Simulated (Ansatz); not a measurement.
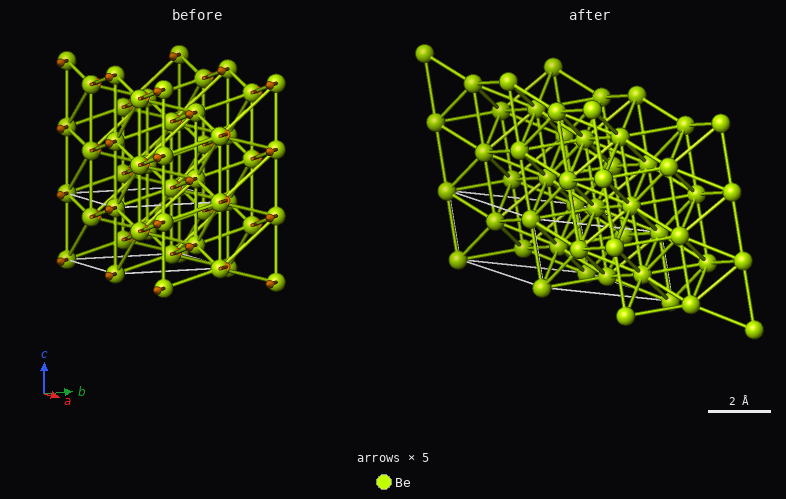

The structure of solid Be (a generated structure, set up in I4_1/amd) before (left) and after (right) a relaxation, at one scale. The orange arrows give the displacements (the part carried along by the change of the cell is left out), 5 times their true length.

A ball-and-stick model of the conventional cell (2 times the calculation's cell), repeated 2 × 1 × 3 with one cell outlined, seen slightly off an axis. Lengths and directions refer to the drawn axes.

Phase: beta-Sn type.

These are results of DFT, r2SCAN, plane waves (500 eV) with PAW, scalar-relativistic in Ansatz 0.2.0, not measurements. Settings: plane-wave cutoff 500 eV; k-point mesh 16 × 16 × 11; occupations fermi dirac; smearing width 0.1 eV; no spin polarisation; cell and atoms relaxed; force threshold 0.01 eV/Å; at most 60 steps.

Question: Describe what moved and what it gained.

Answer: The largest moves relative to the cell, 0.16 Å, are those of Be atoms. The volume changes by −7.2 %, with a = b 3.966 → 4.221 Å (+6.4 %), c 2.166 → 2.264 Å (+4.5 %), α 90.0° → 105.5°, β 90.0° → 105.5°, γ 90.0° → 55.4°. Among the contacts that change: Be–Be 3.007 → 2.264 Å, Be–Be 2.564 → 2.210 Å, Be–Be 2.056 → 2.209 Å, Be–Be 2.166 → 2.264 Å. Among the angles between lasting bonds that change: Be–Be–Be 94.0° → 145.5°, Be–Be–Be 94.0° → 61.7°, Be–Be–Be 105.3° → 120.8°. The space group (tolerance 0.01 Å) goes from I4_1/amd (No. 141) to P6_3/mmc (No. 194). The energy falls by 809 meV per atom in 14 accepted moves (16 points after the start). The largest force component goes from 0.004 to 0.00026 eV/Å. The pressure goes from 7.97 to 0.02 GPa. At 2 points the geometry stayed and the basis and grid were re-selected for the new cell (energy shift of 1.7 meV per atom at most each time).
